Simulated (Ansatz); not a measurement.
**What a change does: single-point calculation on MoS**

System: MoS (2 atoms in the cell).
Method of the first run: DFT PBEsol, scalar-relativistic, plane waves, PAW, spin-polarised (Ansatz 0.2.0).

The structure was built on a prototype by a generator; it need not be a known phase. Text and figures count atoms from 1; the logs count them from 0 in places.

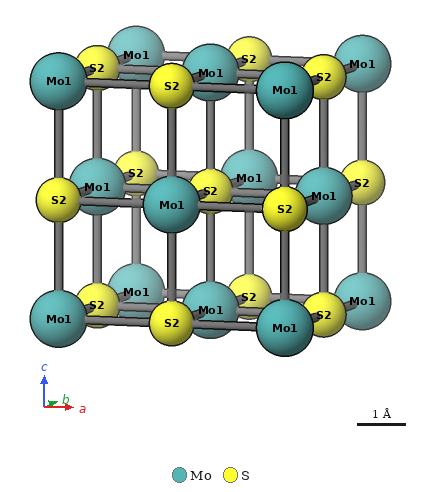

**Figure 1.** The structure (ball-and-stick view of the cell 4 times as large as that of the calculation, set on its symmetry axes, seen slightly off an axis; atoms are numbered from 1 in the order of the input). An atom can appear more than once, as a periodic image. Near neighbours in the periodic cell (some may lie outside the picture): Mo has 6 S at 2.54 Å; S has 6 Mo at 2.54 Å.

The input, the first run:
```yaml
crystal:
  lattice:
    - [0.0, 2.542058627, 2.542058627]
    - [2.542058627, 0.0, 2.542058627]
    - [2.542058627, 2.542058627, 0.0]
  atoms:
    - { symbol: Mo, position: [0.0, 0.0, 0.0], spin: 3.5 }
    - { symbol: S, position: [0.5, 0.5, 0.5] }
basis:
  ecutwfc: 420
kpoints:
  mp_grid: { grid: [14, 14, 14] }
hamiltonian:
  xc: pbesol
scf:
  occupations: { method: gaussian, width: 0.1 }
  lower_state_search: "off"
output:
  forces: true
  stress: true
  eigenvalues: true
  populations: true
magnetization:
  spin_polarized: true
```

Launched with:
```bash
ansatz run input.yaml --threads 1 --pin off --max-ram 2560MiB --backend cpu --events-out ev --progress --plain --runs-dir out
```

Hardware: 1 thread of Intel Xeon @ 2.50GHz (Skylake/Cascade Lake), 32 GiB of memory available, shared host.

Output, shortened to warnings, some set-up lines, iterations and results (the first run):
```
WARN: the starting moments were not kept: the SCF closed with an absolute magnetisation of 2.9e-4 μB, where they sum to 3.5 μB in size (1 site). That is at most 0.1 of that sum. Measured as dr2_m measures the in/out step, that magnetisation stands 2.5e-8 eV from none, at or under the dr2_threshold of 1.0e-7 eV: it is no larger than a step whose dr2_m would equal this threshold. The system may …
Basis set: ecut = 420 eV, 645 PW (Γ), exchange–correlation on 50×50×50 points (8 copies of the dense FFT grid, shifted against one another)
Symmetry: 48 space group operations
k-points: 104 of 2744
Initial density: superposition of atomic densities (chi_scale 0.1, normalization cell)
[...]
SCF iter   1: F=—  HF=-5782.321098 eV  |F-HF|=—  |Δ(HF+E_count)|=         —  Δρ=6.61e-2 (↑6.61e-2 ↓2.50e-2)  dr2=2.60e0  dr2_m=3.82e-1  M=2.141 μB ∫|m|=2.151 μB  β_m=0.30  …
SCF iter   2: F=—  HF=-5781.864390 eV  |F-HF|=—  |Δ(HF+E_count)|=   4.57e-1  Δρ=4.65e-2 (↑4.65e-2 ↓2.08e-2)  dr2=7.90e-1  dr2_m=2.61e-1  M=2.288 μB ∫|m|=2.302 μB  β_m=0.30  …
SCF iter   3: F=—  HF=-5781.813694 eV  |F-HF|=—  |Δ(HF+E_count)|=   5.07e-2  Δρ=3.25e-2 (↑3.25e-2 ↓1.68e-2)  dr2=2.76e-1  dr2_m=1.47e-1  M=2.205 μB ∫|m|=2.217 μB  β_m=0.59  …
SCF iter   4: F=—  HF=-5781.878238 eV  |F-HF|=—  |Δ(HF+E_count)|=   6.45e-2  Δρ=1.12e-2 (↑1.12e-2 ↓1.02e-2)  dr2=5.11e-3  dr2_m=3.26e-2  M=1.839 μB ∫|m|=1.845 μB  β_m=0.80  …
SCF iter   5: F=—  HF=-5781.940751 eV  |F-HF|=—  |Δ(HF+E_count)|=   6.25e-2  Δρ=9.63e-3 (↑9.63e-3 ↓6.92e-3)  dr2=3.35e-3  dr2_m=1.95e-2  M=1.300 μB ∫|m|=1.305 μB  β_m=0.58  …
[... 7 lines ...]
SCF iter  13: F=—  HF=-5781.991344 eV  |F-HF|=—  |Δ(HF+E_count)|=   2.55e-6  Δρ=2.96e-5 (↑2.96e-5 ↓2.92e-5)  dr2=8.79e-8  dr2_m=2.31e-7  M=-0.032 μB ∫|m|=0.033 μB  β_m=0.96  …
SCF iter  14: F=—  HF=-5781.991349 eV  |F-HF|=—  |Δ(HF+E_count)|=   4.81e-6  Δρ=1.74e-5 (↑8.74e-6 ↓1.74e-5)  dr2=1.55e-7  dr2_m=1.55e-8  M=-0.008 μB ∫|m|=0.009 μB  β_m=0.92  …
SCF iter  15: F=-5781.991349 eV  HF=-5781.991349 eV  |F-HF|=2.21e-10  |Δ(HF+E_count)|=   2.81e-7  Δρ=2.80e-6 (↑1.25e-6 ↓2.80e-6)  dr2=1.45e-9  dr2_m=7.31e-10  M=-0.002 μB …
SCF iter  16: F=-5781.991349 eV  HF=-5781.991349 eV  |F-HF|=3.82e-11  |Δ(HF+E_count)|=   1.87e-8  Δρ=4.79e-7 (↑2.22e-7 ↓4.79e-7)  dr2=8.31e-11  dr2_m=1.58e-11  M=-0.000 μB …
SCF 1 converged in 16 iterations: F = -5781.991349 eV  dr2 = 8.31e-11
SCF converged after 16 iterations
Magnetization: -0.0003 μB (9.9999 up, 10.0001 down)
Absolute magnetization: 0.0003 μB (∫|ρ↑−ρ↓|, with the PAW one-centre terms)
Spin contamination: 0.0000 ħ² per cell (⟨S²⟩ above its minimum at these occupations)
Per-site moments (μB) at R_I (Å): [(-0.00022697990249990753, 1.0485991836375), (-1.0755227078023467e-6, 1.0485991836375)]
Free energy (F): -5781.991349 eV
Harris-Foulkes:  -5781.991349 eV  (|F-HF|=3.82e-11)
Internal energy: -5781.975657 eV  (E = F + TS)
E sigma→0 (E₀):  -5781.983503 eV
Entropy (-TS):   -0.015693 eV (-7.846 meV/atom)
Fermi energy:    15.116874 eV
--- Per-component energies (eV) ---
  E_band       = -101.470725
  E_kinetic    = 548.410988
  E_local      = -1108.385099  (includes V_loc(G=0)·N_el)
  E_nonlocal   = 174.844837
  E_hartree    = 374.455428
  E_xc         = -277.371340
  E_vxc        = -314.437102  (∫ρ·V_xc dr)
  E_paw        = -3728.610403  (= ΣΔE_a)
  E_vpaw       = -150.815556  (= ΣTr[D̂ρ^β])
  E_aug_tail   = 0.000045  (compensation charges beyond the density's cutoff)
  E_ewald      = -1765.591361
  E_core_change = 0.271249  (= ΣΔE_core)
  E_smearing   = -0.015693  (= −TS)
  E_closure    = -0.000000  (closes the sum)
  Σ components = -5781.991349   (vs F -5781.991349, Δ=0.00e0)
--- Forces (eV/Å), atoms counted from 1 ---
  atom   1  Mo    -0.00000000     0.00000000     0.00000000
  atom   2  S      0.00000000     0.00000000     0.00000000
  max |Σ_I F_I| component: 4.21e-30 eV/Å
--- Stress (GPa, compression-positive) ---
      -16.896823       0.000000      -0.000000
       -0.000000     -16.896823       0.000000
        0.000000       0.000000     -16.896823
  P = ⅓ Tr σ = -16.8968 GPa (-168.968 kbar)
--- Löwdin populations: 2 sites ---
  site symbol       q [e]    m [muB]
     0     Mo     13.8188    -0.0003
     1      S      6.0300     0.0000
  spilling = 0.007559 (of n_electrons = 20.000000)
```

For the second run the input was changed thus:
```diff
-    - [0.0, 2.542058627, 2.542058627]
-    - [2.542058627, 0.0, 2.542058627]
-    - [2.542058627, 2.542058627, 0.0]
+    - [0.0, 2.4478204281, 2.4478204281]
+    - [2.4478204281, 0.0, 2.4478204281]
+    - [2.4478204281, 2.4478204281, 0.0]
```

How does the second run compare with the first run?

With the same functional and potentials, the second run lies 103.3 meV per atom lower. The pressure goes from −16.90 to 0.01 GPa. The volume per atom goes from 16.43 to 14.67 Å³. The SCF takes 14 iterations against 16. The plane waves at Γ go from 645 to 537. On the same kind of shared host the second run took about 0.62 times as long.

Output, shortened to warnings, some set-up lines, iterations and results (the second run):
```
WARN: the starting moments were not kept: the SCF closed with an absolute magnetisation of 7.1e-6 μB, where they sum to 3.5 μB in size (1 site). That is at most 0.1 of that sum. Measured as dr2_m measures the in/out step, that magnetisation stands 1.4e-11 eV from none, at or under the dr2_threshold of 1.0e-7 eV: it is no larger than a step whose dr2_m would equal this threshold. The system may …
Basis set: ecut = 420 eV, 537 PW (Γ), exchange–correlation on 48×48×48 points (8 copies of the dense FFT grid, shifted against one another)
Symmetry: 48 space group operations
k-points: 104 of 2744
Initial density: superposition of atomic densities (chi_scale 0.1, normalization cell)
[...]
SCF iter   1: F=—  HF=-5782.294165 eV  |F-HF|=—  |Δ(HF+E_count)|=         —  Δρ=7.87e-2 (↑7.87e-2 ↓3.30e-2)  dr2=2.52e0  dr2_m=6.02e-1  M=1.784 μB ∫|m|=1.793 μB  β_m=0.30  …
SCF iter   2: F=—  HF=-5781.833439 eV  |F-HF|=—  |Δ(HF+E_count)|=   4.61e-1  Δρ=5.93e-2 (↑5.93e-2 ↓3.12e-2)  dr2=8.10e-1  dr2_m=4.70e-1  M=1.908 μB ∫|m|=1.919 μB  β_m=0.30  …
SCF iter   3: F=—  HF=-5781.777006 eV  |F-HF|=—  |Δ(HF+E_count)|=   5.64e-2  Δρ=3.25e-2 (↑3.25e-2 ↓2.99e-2)  dr2=3.97e-2  dr2_m=2.37e-1  M=1.839 μB ∫|m|=1.850 μB  β_m=0.37  …
SCF iter   4: F=—  HF=-5781.901330 eV  |F-HF|=—  |Δ(HF+E_count)|=   1.24e-1  Δρ=2.88e-2 (↑2.88e-2 ↓2.45e-2)  dr2=2.08e-2  dr2_m=1.85e-1  M=1.524 μB ∫|m|=1.537 μB  β_m=0.38  …
SCF iter   5: F=—  HF=-5782.096119 eV  |F-HF|=—  |Δ(HF+E_count)|=   1.95e-1  Δρ=1.49e-2 (↑1.49e-2 ↓1.49e-2)  dr2=1.01e-3  dr2_m=5.92e-2  M=0.990 μB ∫|m|=1.000 μB  β_m=0.78  …
[... 5 lines ...]
SCF iter  11: F=-5782.198039 eV  HF=-5782.198039 eV  |F-HF|=4.15e-8  |Δ(HF+E_count)|=   1.26e-6  Δρ=1.86e-5 (↑1.63e-5 ↓1.86e-5)  dr2=4.79e-9  dr2_m=7.96e-8  M=-0.002 μB …
SCF iter  12: F=-5782.198039 eV  HF=-5782.198039 eV  |F-HF|=3.41e-9  |Δ(HF+E_count)|=   1.96e-7  Δρ=5.44e-6 (↑4.98e-6 ↓5.44e-6)  dr2=7.58e-10  dr2_m=6.91e-9  M=-0.001 μB …
SCF iter  13: F=-5782.198039 eV  HF=-5782.198039 eV  |F-HF|=4.18e-11  |Δ(HF+E_count)|=   1.67e-8  Δρ=1.16e-6 (↑6.81e-7 ↓1.16e-6)  dr2=1.89e-10  dr2_m=2.09e-10  M=-0.000 μB …
SCF iter  14: F=-5782.198039 eV  HF=-5782.198039 eV  |F-HF|=5.46e-12  |Δ(HF+E_count)|=  5.06e-10  Δρ=1.26e-7 (↑1.26e-7 ↓3.54e-8)  dr2=9.31e-12  dr2_m=9.86e-13  M=-0.000 μB …
SCF 1 converged in 14 iterations: F = -5782.198039 eV  dr2 = 9.31e-12
SCF converged after 14 iterations
Magnetization: -0.0000 μB (10.0000 up, 10.0000 down)
Absolute magnetization: 0.0000 μB (∫|ρ↑−ρ↓|, with the PAW one-centre terms)
Spin contamination: 0.0000 ħ² per cell (⟨S²⟩ above its minimum at these occupations)
Per-site moments (μB) at R_I (Å): [(-5.254862674097009e-6, 1.0097259265912502), (1.517884369536617e-7, 1.0097259265912502)]
Free energy (F): -5782.198039 eV
Harris-Foulkes:  -5782.198039 eV  (|F-HF|=5.46e-12)
Internal energy: -5782.185217 eV  (E = F + TS)
E sigma→0 (E₀):  -5782.191628 eV
Entropy (-TS):   -0.012822 eV (-6.411 meV/atom)
Fermi energy:    17.392201 eV
--- Per-component energies (eV) ---
  E_band       = -61.479966
  E_kinetic    = 555.376875
  E_local      = -1017.786414  (includes V_loc(G=0)·N_el)
  E_nonlocal   = 174.986357
  E_hartree    = 347.686159
  E_xc         = -280.175047
  E_vxc        = -318.141646  (∫ρ·V_xc dr)
  E_paw        = -3728.979894  (= ΣΔE_a)
  E_vpaw       = -151.287413  (= ΣTr[D̂ρ^β])
  E_aug_tail   = 0.000044  (compensation charges beyond the density's cutoff)
  E_ewald      = -1833.564546
  E_core_change = 0.271249  (= ΣΔE_core)
  E_smearing   = -0.012822  (= −TS)
  E_closure    = -0.000000  (closes the sum)
  Σ components = -5782.198039   (vs F -5782.198039, Δ=0.00e0)
--- Forces (eV/Å), atoms counted from 1 ---
  atom   1  Mo    -0.00000000     0.00000000    -0.00000000
  atom   2  S      0.00000000     0.00000000     0.00000000
  max |Σ_I F_I| component: 3.02e-30 eV/Å
--- Stress (GPa, compression-positive) ---
        0.007692      -0.000000       0.000000
       -0.000000       0.007692      -0.000000
        0.000000      -0.000000       0.007692
  P = ⅓ Tr σ = 0.0077 GPa (0.077 kbar)
--- Löwdin populations: 2 sites ---
  site symbol       q [e]    m [muB]
     0     Mo     13.9079    -0.0000
     1      S      5.9152     0.0000
  spilling = 0.008845 (of n_electrons = 20.000000)
```

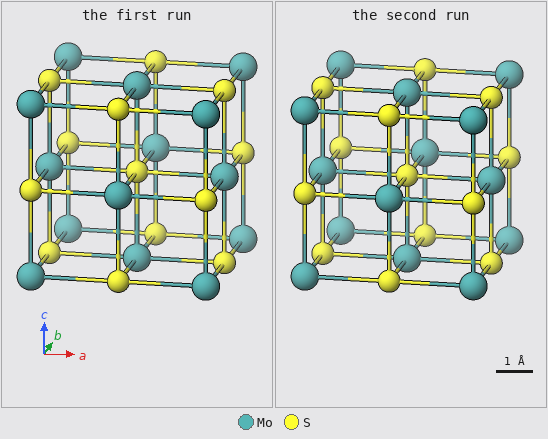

**Figure 2.** The two input geometries at one scale (ball-and-stick view of the cell 4 times as large as that of the calculation, set on its symmetry axes, seen slightly off an axis). No atom moves by more than 0.005 Å relative to the cell. The drawn cell changes as follows: a = b = c 5.084 → 4.896 Å (−3.7 %); the volume changes by −10.7 %. Among the contacts that change: Mo–S 2.542 → 2.448 Å.

The two runs side by side:

```tsv
quantity	the first run	the second run
outcome	converged	converged
free energy per atom (eV)	−2890.9957	−2891.0990
energy per atom, smearing taken to zero (eV)	−2890.9918	−2891.0958
gap on the mesh (eV)	0.00	0.00
net moment of the cell (μB)	0.00	0.00
absolute moment of the cell (μB)	0.00	0.00
pressure (GPa)	−16.90	0.01
volume per atom (Å³)	16.43	14.67
largest force (eV/Å)	0.000	0.000
SCF iterations	16	14
irreducible k-points	104	104
plane waves at Γ	645	537
wall time (shared host)	16 s	9.8 s
```

For both runs: Warnings: some starting moments were not kept. For the first run: The cell is under a tension of 16.9 GPa at this level, so it is not at its equilibrium volume.
